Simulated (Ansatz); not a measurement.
# From Ti to Ru

System: Ti (P6/mmm, 3 atoms in the cell).
Method of run 1: DFT r2SCAN, scalar-relativistic, plane waves, PAW, no spin polarisation (Ansatz 0.2.0).
System of run 2: Ru (3 atoms in the cell).

On run 1: The structure derives from a Materials Project entry. On run 2: The structure was made by swapping elements on the sites of another compound; it need not be a known phase. It belongs to a series of runs on one base structure; here: Ti -> Ru on all its sites, cell and atoms relaxed. Text and figures count atoms from 1; the logs count them from 0 in places.

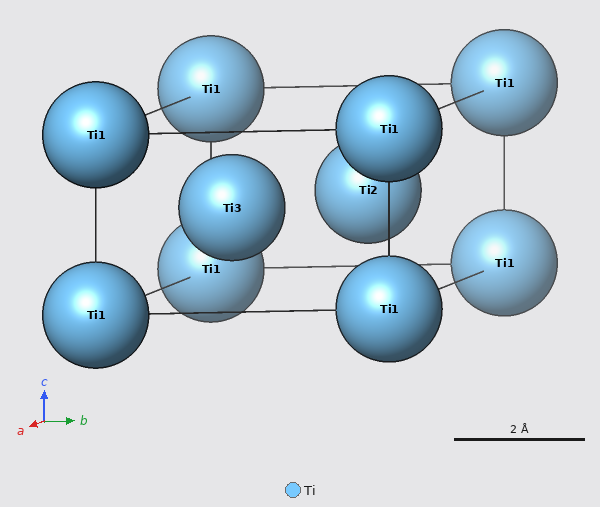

The structure as given in the input (spheres-only view of the cell of the calculation, seen slightly off an axis; atoms are numbered from 1 in the order of the input). An atom can appear more than once, as a periodic image.

### Input file, run 1
```yaml
crystal:
  lattice:
    - [4.5673748306, 0.0, 0.0]
    - [-2.2836874153, 3.9554626319, 0.0]
    - [0.0, 0.0, 2.82624427]
  atoms:
    - { symbol: Ti, position: [0.0, 0.0, 0.0] }
    - { symbol: Ti, position: [0.33333333, 0.66666667, 0.5] }
    - { symbol: Ti, position: [0.66666667, 0.33333333, 0.5] }
basis:
  ecutwfc: 500
kpoints:
  mp_grid: { grid: [12, 12, 14] }
hamiltonian:
  xc: r2scan
scf:
  occupations: { method: gaussian, width: 0.1 }
output:
  forces: true
  stress: true
  eigenvalues: true
  write_density: true
  write_potential: true
  elf: true
  volumetric_format: npy
relax:
  adjacent_minimum: "off"
  f_tol: 0.005
  max_steps: 80
  cell: { stress_tol: 0.05 }
```

Launched with:
```bash
ansatz run input.yaml --threads 1 --pin off --max-ram 2560MiB --backend cpu --events-out ev --progress --plain --runs-dir out
```

Hardware: 1 thread of Intel Xeon @ 2.50GHz (Skylake/Cascade Lake), 192 GiB of memory available, shared host.

### Output, shortened to warnings, some set-up lines, iterations and results (run 1)
```
Basis set: ecut = 500 eV, 1313 PW (Γ), exchange–correlation on 144×144×96 points (64 copies of the dense FFT grid, shifted against one another)
Symmetry: 24 space group operations
k-points: 152 of 2016
Initial density: superposition of atomic densities (neutral atoms: chi_scale 0, normalization atom), corrected by the library's trained network
[...]
SCF iter   1: F=—  HF=-7513.108891 eV  |F-HF|=—  |Δ(HF+E_count)|=         —  Δρ=1.94e-2  dr2=1.89e-1  dr2_τ=2.75e-2  ethr=1.77e-3  ⟨swp⟩=4.1  Hψ=11534  notcnv=0
SCF iter   2: F=—  HF=-7513.169959 eV  |F-HF|=—  |Δ(HF+E_count)|=   6.11e-2  Δρ=9.95e-3  dr2=8.20e-2  dr2_τ=4.47e-3  ethr=5.26e-4  ⟨swp⟩=2.2  Hψ=7217  notcnv=0
SCF iter   3: F=—  HF=-7513.275805 eV  |F-HF|=—  |Δ(HF+E_count)|=   1.06e-1  Δρ=3.56e-2  dr2=1.39e0  dr2_τ=3.73e-2  ethr=2.28e-4  ⟨swp⟩=3.2  Hψ=6859  notcnv=0  recentre
SCF iter   4: F=—  HF=-7513.163850 eV  |F-HF|=—  |Δ(HF+E_count)|=   1.12e-1  Δρ=2.74e-3  dr2=2.04e-3  dr2_τ=3.02e-4  ethr=2.28e-4  ⟨swp⟩=2.1  Hψ=5135  notcnv=0
SCF iter   5: F=—  HF=-7513.166000 eV  |F-HF|=—  |Δ(HF+E_count)|=   2.15e-3  Δρ=2.29e-3  dr2=5.80e-3  dr2_τ=1.52e-4  ethr=5.68e-6  ⟨swp⟩=2.0  Hψ=6640  notcnv=0
[... 21 lines ...]
SCF iter   3: F=—  HF=-7513.165687 eV  |F-HF|=—  |Δ(HF+E_count)|=   1.46e-8  Δρ=9.07e-6  dr2=9.08e-8  dr2_τ=2.23e-9  ethr=1.65e-11  ⟨swp⟩=2.0  Hψ=5412  notcnv=0  recentre
SCF iter   4: F=—  HF=-7513.165687 eV  |F-HF|=—  |Δ(HF+E_count)|=   6.49e-9  Δρ=9.91e-7  dr2=7.51e-10  dr2_τ=3.28e-11  ethr=1.65e-11  ⟨swp⟩=2.0  Hψ=4321  notcnv=0
SCF iter   5: F=-7513.165687 eV  HF=-7513.165687 eV  |F-HF|=1.82e-12  |Δ(HF+E_count)|=  2.91e-11  Δρ=1.81e-7  dr2=6.80e-12  dr2_τ=1.84e-12  ethr=1.00e-12  ⟨swp⟩=4.0  Hψ=13835 …
SCF 4 converged in 5 iterations: F = -7513.165687 eV  dr2 = 6.80e-12
relax step   4: F+E_penalty+E_count = -7513.16568722 eV  Δ(F+E_penalty+E_count) = +1.141e-5 eV  max|allowed force component| = 2.097e-16 eV/Å  Δτ_max = 0.0000 Å  P = +0.004 …
basis re-selected at this cell: Δ(F+E_penalty+E_count) = +1.141e-5 eV, ΔP = +0.000 GPa vs the last step (what re-selecting the basis moved, of the pressure what is left beyond the Pulay correction that the steps carried, after the strain that the cell walked since its last selection, with what the …
SCF converged after 5 iterations
Free energy (F): -7513.165687 eV
Harris-Foulkes:  -7513.165687 eV  (|F-HF|=1.82e-12)
Internal energy: -7513.155203 eV  (E = F + TS)
E sigma→0 (E₀):  -7513.160445 eV
Entropy (-TS):   -0.010484 eV (-3.495 meV/atom)
Fermi energy:    13.622221 eV
--- Per-component energies (eV) ---
  E_band       = -501.766953
  E_kinetic    = 818.394234
  E_local      = -2403.833819  (includes V_loc(G=0)·N_el)
  E_nonlocal   = 22.139835
  E_hartree    = 986.809740
  E_xc         = -278.957818
  E_vxc        = -398.692967  (∫ρ·V_xc dr)
  E_paw        = -3170.438318  (= ΣΔE_a)
  E_vpaw       = -540.779075  (= ΣTr[D̂ρ^β])
  E_aug_tail   = 0.000292  (compensation charges beyond the density's cutoff)
  E_vtau       = 27.385037  (kinetic-family band-sum trace: ∫τ·v_τ [+ j·A + Jᵃ·Aᵃ] dr)
  E_ewald      = -3486.508976
  E_core_change = -0.760371  (= ΣΔE_core)
  E_smearing   = -0.010484  (= −TS)
  E_closure    = 0.000000  (closes the sum)
  Σ components = -7513.165687   (vs F -7513.165687, Δ=0.00e0)
--- Forces (eV/Å), atoms counted from 1 ---
  atom   1  Ti    -0.00000000     0.00000000     0.00000000
  atom   2  Ti     0.00000000     0.00000000     0.00000000
  atom   3  Ti    -0.00000000    -0.00000000     0.00000000
  max |Σ_I F_I| component: 3.70e-17 eV/Å
--- Stress (GPa, compression-positive) ---
        0.005025       0.000000       0.000000
        0.000000       0.005025       0.000000
        0.000000       0.000000       0.000463
  P = ⅓ Tr σ = 0.0035 GPa (0.035 kbar)
--- Relaxed structure (3 steps of the walk, 3 accepted, 1 SCFs on fresh bases) ---
  F+E_penalty+E_count = -7513.16568722 eV   max|allowed force component| = 2.097e-16 eV/Å   (the final SCF, on the basis selected at the relaxed cell)
  cell:  # Å, volume = 51.0432 Å³
    - [4.568021711261002, 0.0, 0.0]
    - [-2.284010855630501, 3.9560228469908916, 0.0]
    - [0.0, 0.0, 2.824562928890792]
  atoms:
    - { symbol: Ti, position: [-8.513011365727883e-36, 4.057531999867992e-36, 0.0] }
[...]
```

For run 2 the input was changed thus:
```diff
-    - [4.5673748306, 0.0, 0.0]
-    - [-2.2836874153, 3.9554626319, 0.0]
-    - [0.0, 0.0, 2.82624427]
+    - [4.2893122714, 0.0, 0.0]
+    - [-2.1446561357, 3.7146533918, 0.0]
+    - [0.0, 0.0, 2.6522274188]
-    - { symbol: Ti, position: [0.0, 0.0, 0.0] }
-    - { symbol: Ti, position: [0.33333333, 0.66666667, 0.5] }
-    - { symbol: Ti, position: [0.66666667, 0.33333333, 0.5] }
+    - { symbol: Ru, position: [0.0, 0.0, 0.0] }
+    - { symbol: Ru, position: [0.3333333333, 0.6666666667, 0.5] }
+    - { symbol: Ru, position: [0.6666666667, 0.3333333333, 0.5] }
-  mp_grid: { grid: [12, 12, 14] }
+  mp_grid: { grid: [12, 12, 16] }
-  write_density: true
-  write_potential: true
-  elf: true
-  volumetric_format: npy
-  f_tol: 0.005
-  max_steps: 80
-  cell: { stress_tol: 0.05 }
+  f_tol: 0.01
+  max_steps: 60
+  cell: { stress_tol: 0.1 }
```

What does this change do to the results?

The total energies belong to different systems, so their difference says nothing on which is more stable or more accurate. The volume per atom goes from 17.01 to 13.82 Å³. The SCF takes 37 iterations over all geometry steps against 23. The irreducible k-points go from 152 to 171. On the same kind of shared host run 2 took about 1.6 times as long.

### Output, shortened to warnings, some set-up lines, iterations and results (run 2)
```
Basis set: ecut = 500 eV, 1095 PW (Γ), exchange–correlation on 128×128×80 points (64 copies of the dense FFT grid, shifted against one another)
Symmetry: 24 space group operations
k-points: 171 of 2304
Initial density: superposition of atomic densities (neutral atoms: chi_scale 0, normalization atom), corrected by the library's trained network
[...]
SCF iter   1: F=—  HF=-17671.261100 eV  |F-HF|=—  |Δ(HF+E_count)|=         —  Δρ=1.30e-2  dr2=2.80e-2  dr2_τ=2.37e-2  ethr=1.77e-3  ⟨swp⟩=4.9  Hψ=17575  notcnv=0
SCF iter   2: F=—  HF=-17671.288037 eV  |F-HF|=—  |Δ(HF+E_count)|=   2.69e-2  Δρ=7.49e-3  dr2=1.03e-2  dr2_τ=1.01e-3  ethr=5.83e-5  ⟨swp⟩=2.0  Hψ=10453  notcnv=0  defer=35
SCF iter   3: F=—  HF=-17671.304362 eV  |F-HF|=—  |Δ(HF+E_count)|=   1.63e-2  Δρ=1.43e-2  dr2=1.81e-1  dr2_τ=1.01e-2  ethr=2.14e-5  ⟨swp⟩=2.4  Hψ=9471  notcnv=0  defer=35  …
SCF iter   4: F=—  HF=-17671.291311 eV  |F-HF|=—  |Δ(HF+E_count)|=   1.31e-2  Δρ=1.93e-3  dr2=1.10e-3  dr2_τ=1.05e-4  ethr=2.14e-5  ⟨swp⟩=2.0  Hψ=7176  notcnv=0  defer=35
SCF iter   5: F=—  HF=-17671.291751 eV  |F-HF|=—  |Δ(HF+E_count)|=   4.39e-4  Δρ=5.48e-4  dr2=7.20e-5  dr2_τ=6.38e-6  ethr=2.28e-6  ⟨swp⟩=2.1  Hψ=7216  notcnv=0  defer=41
[... 37 lines ...]
SCF iter   4: F=—  HF=-17671.319800 eV  |F-HF|=—  |Δ(HF+E_count)|=   3.95e-7  Δρ=8.96e-6  dr2=4.73e-9  dr2_τ=1.23e-8  ethr=4.41e-10  ⟨swp⟩=2.0  Hψ=7329  notcnv=0
SCF iter   5: F=—  HF=-17671.319801 eV  |F-HF|=—  |Δ(HF+E_count)|=   1.17e-7  Δρ=1.35e-6  dr2=1.98e-10  dr2_τ=1.24e-10  ethr=9.86e-12  ⟨swp⟩=2.1  Hψ=8569  notcnv=0
SCF iter   6: F=-17671.319801 eV  HF=-17671.319801 eV  |F-HF|=7.64e-11  |Δ(HF+E_count)|=  9.09e-10  Δρ=3.63e-7  dr2=2.30e-11  dr2_τ=1.13e-11  ethr=1.00e-12  ⟨swp⟩=4.1  …
SCF 5 converged in 6 iterations: F = -17671.319801 eV  dr2 = 2.30e-11
relax step   5: F+E_penalty+E_count = -17671.31980058 eV  Δ(F+E_penalty+E_count) = +5.310e-4 eV  max|allowed force component| = 1.989e-16 eV/Å  Δτ_max = 0.0000 Å  P = -0.030 …
basis re-selected at this cell: Δ(F+E_penalty+E_count) = +5.310e-4 eV, ΔP = -0.011 GPa vs the last step (what re-selecting the basis moved, of the pressure what is left beyond the Pulay correction that the steps carried, after the strain that the cell walked since its last selection, with what the …
SCF converged after 6 iterations
Free energy (F): -17671.319801 eV
Harris-Foulkes:  -17671.319801 eV  (|F-HF|=7.64e-11)
Internal energy: -17671.301493 eV  (E = F + TS)
E sigma→0 (E₀):  -17671.310647 eV
Entropy (-TS):   -0.018308 eV (-6.103 meV/atom)
Fermi energy:    23.073420 eV
--- Per-component energies (eV) ---
  E_band       = -228.114122
  E_kinetic    = 1542.723829
  E_local      = -3854.995298  (includes V_loc(G=0)·N_el)
  E_nonlocal   = 1030.011123
  E_hartree    = 1241.842464
  E_xc         = -552.185636
  E_vxc        = -799.893190  (∫ρ·V_xc dr)
  E_paw        = -10437.201459  (= ΣΔE_a)
  E_vpaw       = -685.936403  (= ΣTr[D̂ρ^β])
  E_aug_tail   = 0.000267  (compensation charges beyond the density's cutoff)
  E_vtau       = 56.290483  (kinetic-family band-sum trace: ∫τ·v_τ [+ j·A + Jᵃ·Aᵃ] dr)
  E_ewald      = -6640.563915
  E_core_change = -0.932867  (= ΣΔE_core)
  E_smearing   = -0.018308  (= −TS)
  E_closure    = 0.000000  (closes the sum)
  Σ components = -17671.319801   (vs F -17671.319801, Δ=0.00e0)
--- Forces (eV/Å), atoms counted from 1 ---
  atom   1  Ru    -0.00000000    -0.00000000    -0.00000000
  atom   2  Ru     0.00000000     0.00000000    -0.00000000
  atom   3  Ru     0.00000000    -0.00000000     0.00000000
  max |Σ_I F_I| component: 3.70e-17 eV/Å
--- Stress (GPa, compression-positive) ---
       -0.038668      -0.000000       0.000000
       -0.000000      -0.038668       0.000000
        0.000000       0.000000      -0.011656
  P = ⅓ Tr σ = -0.0297 GPa (-0.297 kbar)
--- Relaxed structure (4 steps of the walk, 4 accepted, 1 SCFs on fresh bases) ---
  F+E_penalty+E_count = -17671.31980058 eV   max|allowed force component| = 1.989e-16 eV/Å   (the final SCF, on the basis selected at the relaxed cell)
  cell:  # Å, volume = 41.4726 Å³
    - [4.237725623194935, 1.976399174640254e-34, 0.0]
    - [-2.1188628115974675, 3.6699780439550556, -4.5301280919236075e-19]
    - [0.0, -3.2344686485699614e-19, 2.6666450928239382]
  atoms:
[...]
```

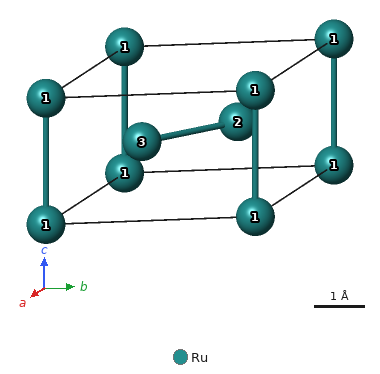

The input structure of run 2 (ball-and-stick view of the cell of the calculation, seen slightly off an axis; atoms are numbered from 1 in the order of the input). An atom can appear more than once, as a periodic image.

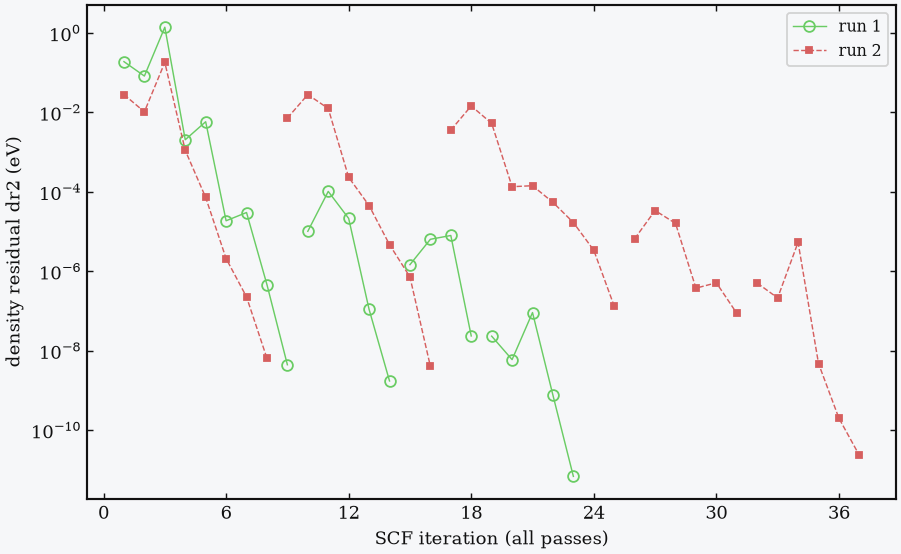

Convergence of the two runs: density residual dr2 against the SCF iteration. A break in a curve parts two SCF passes. Run 1 takes 23 iterations in all, and run 2 takes 37.

### The two runs side by side

| quantity | run 1 | run 2 |
| --- | --- | --- |
| outcome | converged | converged |
| free energy per atom (eV) | −2504.3886 | −5890.4399 |
| energy per atom, smearing taken to zero (eV) | −2504.3868 | −5890.4369 |
| gap on the mesh (eV) | 0.00 | 0.00 |
| pressure (GPa) | 0.00 | −0.03 |
| volume per atom (Å³) | 17.01 | 13.82 |
| largest force (eV/Å) | 0.000 | 0.000 |
| SCF iterations | 23 | 37 |
| irreducible k-points | 152 | 171 |
| wall time (shared host) | 2 min | 3.2 min |
